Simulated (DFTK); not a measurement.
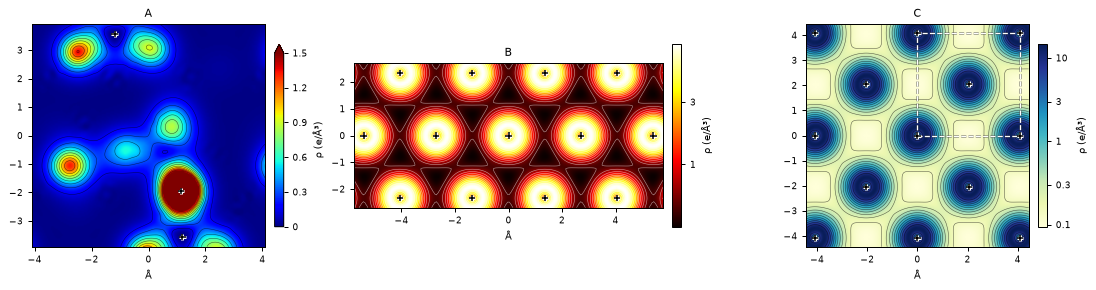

The valence charge density (pseudo) of 3 systems, each on a plane through atoms (crosses mark nuclei in the plane).

Method: Kohn-Sham DFT of a periodic cell, PBE, dojo.nc.sr.PBE.v0_4_1.standard.upf in DFTK.

System 1: SiO2, the (111) plane of the conventional cell. Space group P6₂22; a structure from a database of computed crystals, not necessarily the ambient phase; computed pressure about 4 GPa in this cell.

```cif
data_structure
_symmetry_space_group_name_H-M 'P 1'
_symmetry_Int_Tables_number 1
_cell_length_a 5.0611
_cell_length_b 5.0611
_cell_length_c 5.5405
_cell_angle_alpha 90.000
_cell_angle_beta 90.000
_cell_angle_gamma 120.000
_cell_volume 122.90
loop_
_atom_site_label
_atom_site_type_symbol
_atom_site_fract_x
_atom_site_fract_y
_atom_site_fract_z
_atom_site_occupancy
Si1 Si 0.50000 0.00000 0.00000 1
Si2 Si 0.50000 0.50000 0.33333 1
Si3 Si 0.00000 0.50000 0.66667 1
O1 O 0.41726 0.20863 0.16667 1
O2 O 0.79137 0.20863 0.83333 1
O3 O 0.20863 0.41726 0.50000 1
O4 O 0.58274 0.79137 0.16667 1
O5 O 0.20863 0.79137 0.83333 1
O6 O 0.79137 0.58274 0.50000 1
```

System 2: Ag, the (010) plane of the conventional cell. Space group Fm-3m; computed pressure about 4 GPa in this cell.

```cif
data_structure
_symmetry_space_group_name_H-M 'P 1'
_symmetry_Int_Tables_number 1
_cell_length_a 4.0855
_cell_length_b 4.0855
_cell_length_c 4.0855
_cell_angle_alpha 90.000
_cell_angle_beta 90.000
_cell_angle_gamma 90.000
_cell_volume 68.19
loop_
_atom_site_label
_atom_site_type_symbol
_atom_site_fract_x
_atom_site_fract_y
_atom_site_fract_z
_atom_site_occupancy
Ag1 Ag 0.00000 0.00000 0.00000 1
Ag2 Ag 0.50000 0.50000 0.00000 1
Ag3 Ag 0.50000 0.00000 0.50000 1
Ag4 Ag 0.00000 0.50000 0.50000 1
```

System 3: Ir, the (111) plane of the conventional cell. Space group Fm-3m; computed pressure about 10 GPa in this cell.

```
Ir
1.0
     3.83120    0.00000    0.00000
     0.00000    3.83120    0.00000
     0.00000    0.00000    3.83120
Ir
4
Direct
  0.00000 0.00000 0.00000
  0.50000 0.50000 0.00000
  0.50000 0.00000 0.50000
  0.00000 0.50000 0.50000
```

### Which map belongs to which system?

Panel A is system 1, SiO2: the plane holds Si and O. Si–O (1.61 Å): ρ is about 1.2 e/Å³ halfway. Panel B is system 3, Ir: the plane holds Ir. Ir–Ir (2.71 Å): ρ at the midpoint is about 0.46 e/Å³. Panel C is system 2, Ag: the plane holds Ag. Ag–Ag (2.89 Å): the density is about 0.22 e/Å³ at the midpoint.
